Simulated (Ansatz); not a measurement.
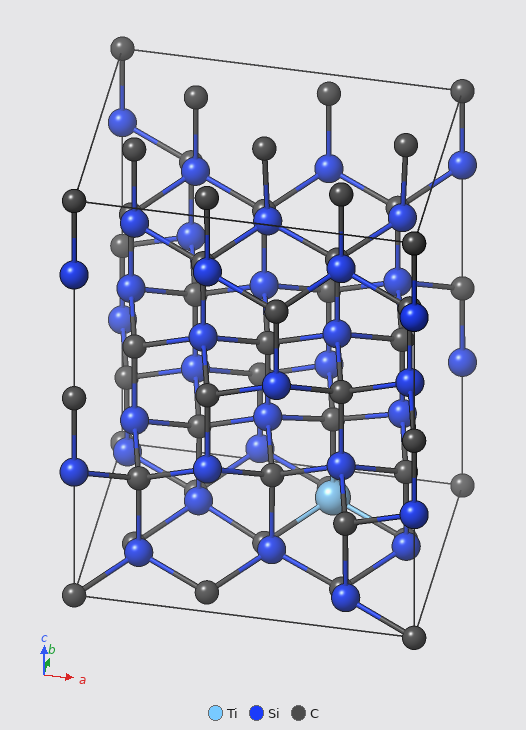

View from a general direction, drawn as a ball-and-stick model. Atoms at the boundary of the simulation cell (the box) are drawn once for each face, edge or corner they touch.

What structure is drawn here?

Chemical formula TiSi31C32. It belongs to space group Cm (No. 8) and has a base-centred monoclinic lattice. The cell comprises 1 formula unit: 1 Ti, 31 Si, 32 C. About every Ti there are four C in a tetrahedral arrangement. The coordination shell of Si holds four C in a tetrahedral arrangement. With all contacts inside bonding distance counted, the coordination numbers are C 4. The bonds build a three-dimensional framework.

The cell started as a structure listed in the Materials Project, repeated into a supercell with a point defect put in. The atoms were relaxed in a fixed cell with Ansatz, DFT PBE, scalar-relativistic, plane waves, PAW.
